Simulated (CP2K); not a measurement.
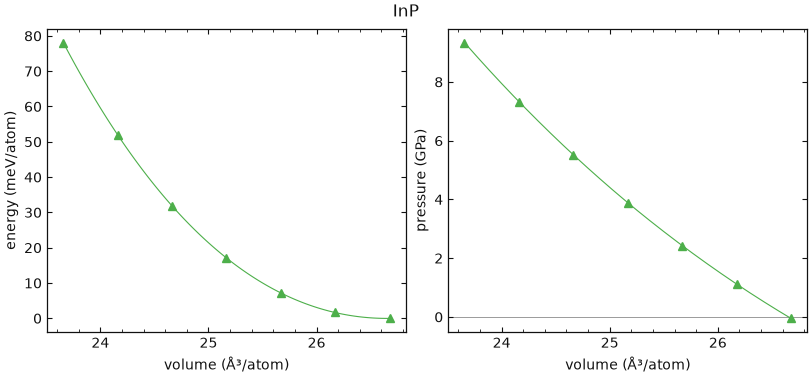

Plotted: energy and pressure against volume for InP, space group F-43m (No. 216).

Cell as given: a = 4.144 Å, b = 4.144 Å, c = 4.144 Å, α = 60.00°, β = 60.00°, γ = 60.00°; 2 atoms.

Calculation (CP2K 2026.2): DFT in Gaussian orbitals with a plane-wave density, no spin polarisation; energies at scaled volumes of the given cell, shape and fractions fixed, counted from the fit's minimum, third-order Birch-Murnaghan fit. Level: PBE.

```csv
setting,value
k mesh,8×8×8
occupations,Fermi–Dirac
smearing width,0.05 eV
potentials,GTH PBE with UZH TZVP basis
density cutoff,6123 eV
program settings,"ngrids 4, rel cutoff ry 60, cutoff ry 450, basis sets In TZVP-MOLOPT-PBE-GTH-q13, basis sets P TZVP-MOLOPT-PBE-GTH-q5"
```

Q: Give the fitted equation-of-state parameters.

A: A third-order Birch–Murnaghan fit gives V0 = 26.65 Å³/atom, B0 = 59.6 GPa and B′ = 4.6.

Q: What does the pressure do across the range?

A: It falls from 9.34 GPa at volume 23.66 Å³/atom to −0.05 GPa at 26.68 Å³/atom.

Note: the fit and the printed pressures don't fully agree, or the minimum lies near the end of the range.
